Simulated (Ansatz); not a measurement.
## Electronic structure of CoSi2 in real space

```cif
data_structure
_symmetry_space_group_name_H-M 'P 1'
_symmetry_Int_Tables_number 1
_cell_length_a 3.6861
_cell_length_b 3.8269
_cell_length_c 5.3125
_cell_angle_alpha 90.000
_cell_angle_beta 90.000
_cell_angle_gamma 90.000
_cell_volume 74.94
loop_
_atom_site_label
_atom_site_type_symbol
_atom_site_fract_x
_atom_site_fract_y
_atom_site_fract_z
_atom_site_occupancy
Co1 Co 0.00000 0.00000 0.00000 1
Co2 Co 0.50000 0.50000 0.50000 1
Si1 Si 0.50000 0.00000 0.75000 1
Si2 Si 0.00000 0.50000 0.25000 1
Si3 Si 0.50000 0.00000 0.25000 1
Si4 Si 0.00000 0.50000 0.75000 1
```

Space group Immm; changed on purpose from its base cell (strain +0.0375 x Voigt [0, 0, 0, 1, 0, 0], atoms carried along); not relaxed (largest force 0.4 eV/Å); computed without spin polarisation.

The calculation used Ansatz 0.2.0, DFT PBEsol, scalar-relativistic, plane waves, PAW.

The density is the valence pseudo-density of a PAW calculation; it isn't the true density close to the nuclei.

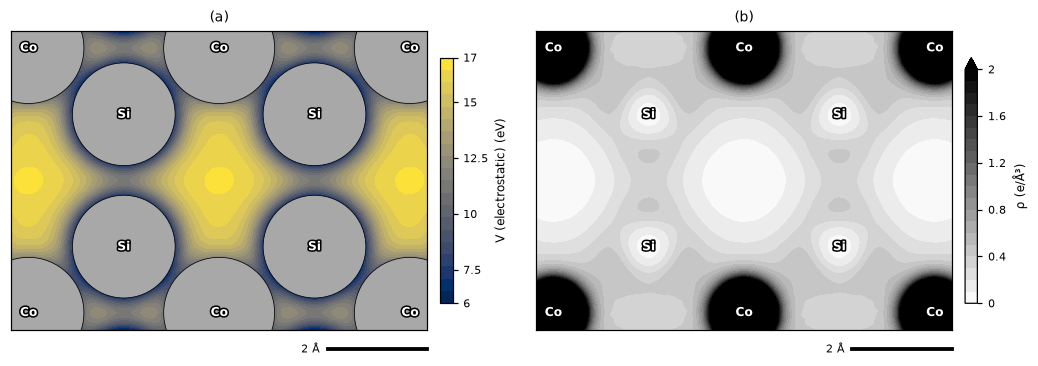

Figure 1. (a) electrostatic potential energy of an electron; (b) valence charge density (pseudo) on the (100) plane of the conventional cell. Grey discs cover the atomic cores in the potential map.

Question: What do the fields say about this system?

Answer: The plane passes through Co and Si nuclei.
Co–Si (2.33 Å): ρ is about 0.49 e/Å³ halfway.
Between the atoms the lowest density in this plane is 0.04 e/Å³.
Outside the cores the potential energy rises away from the atoms and is highest about 2.3 Å from the nearest atoms; its zero is arbitrary.

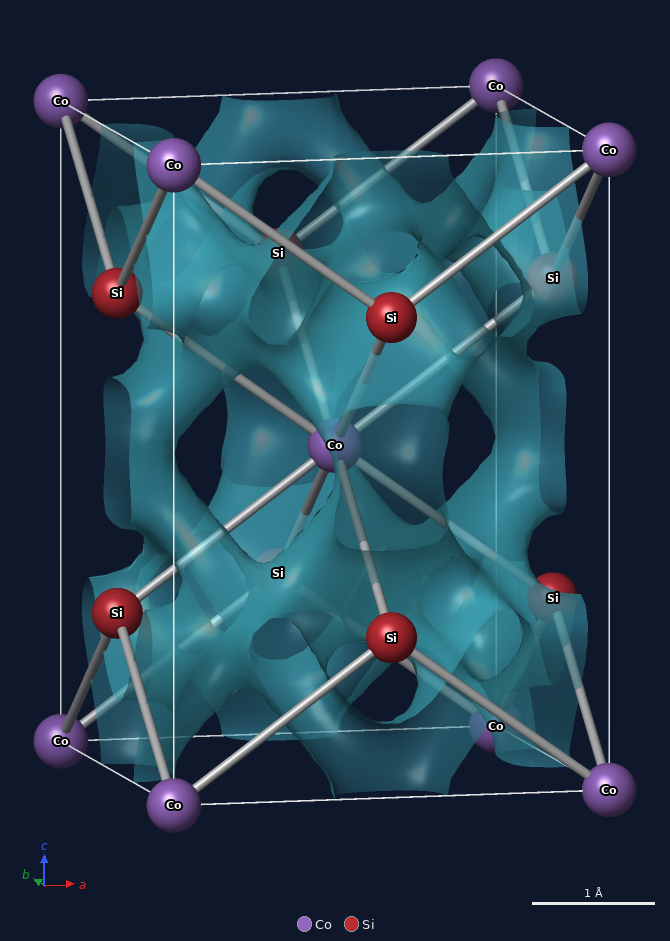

Figure 2. Isosurface of the ELF at 0.55 (cyan), seen slightly off an axis. Only the valence region is drawn (cores and ρ < 0.01 e/Å³ removed). Sticks mark near contacts.

Question: Where are the electrons localised?

Answer: The surface consists of one network that runs through the whole crystal, counted in one cell of 6 atoms. Regions shared between cells count once.


Co–Si (2.27 Å): the ELF peaks at about 0.75 in the valence shell of Si, 0.9 Å from its nucleus, and is about 0.50 at the midpoint. Co–Si (2.33 Å): the ELF peaks at about 0.75 in the valence shell of Si, 0.9 Å from its nucleus, and is about 0.50 at the midpoint.

Question: Does the calculation make it a metal, or give it a gap?

Answer: It is metallic or semimetallic at this level of theory: no gap opens.
